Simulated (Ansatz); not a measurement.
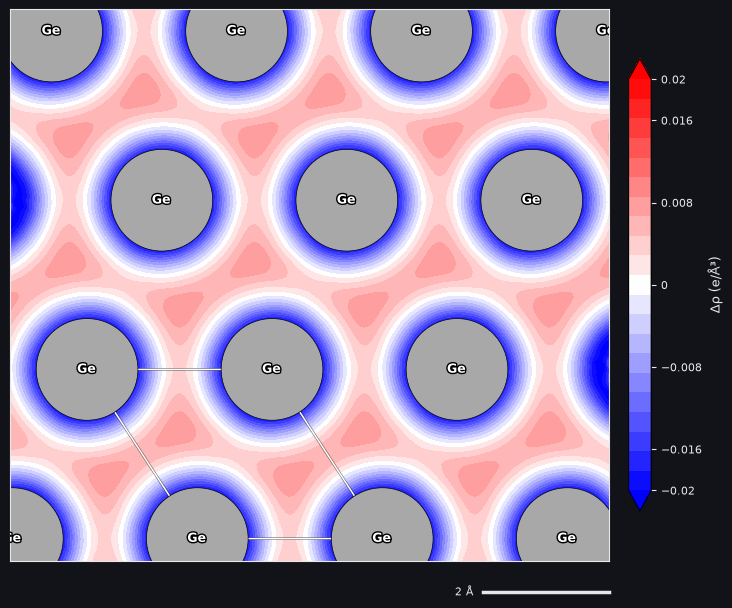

Ge. Difference of the valence pseudo-densities of two functionals at the same geometry, on the (101̄) plane of the calculation cell: one of BLYP and REVPBE less the other.

Space group I4/mmm; a generated structure, not necessarily the stable one.

Both computed with Ansatz (plane waves, PAW), on the same k-point mesh. Grey discs cover the atomic cores.

```cif
data_structure
_symmetry_space_group_name_H-M 'P 1'
_symmetry_Int_Tables_number 1
_cell_length_a 2.9467
_cell_length_b 2.9467
_cell_length_c 2.9467
_cell_angle_alpha 113.835
_cell_angle_beta 113.835
_cell_angle_gamma 101.057
_cell_volume 19.38
loop_
_atom_site_label
_atom_site_type_symbol
_atom_site_fract_x
_atom_site_fract_y
_atom_site_fract_z
_atom_site_occupancy
Ge1 Ge 0.50000 0.50000 0.00000 1
```

**Which was subtracted from which, and what does the map show?**

It is REVPBE less BLYP. Against BLYP, REVPBE gives less density around Ge (−0.010 e/Å³ on average at 1.0 Å from the nucleus), more density in the space between the atoms (+0.006 e/Å³ on average) and a change of +0.006 e/Å³ at the midpoint of Ge–Ge.
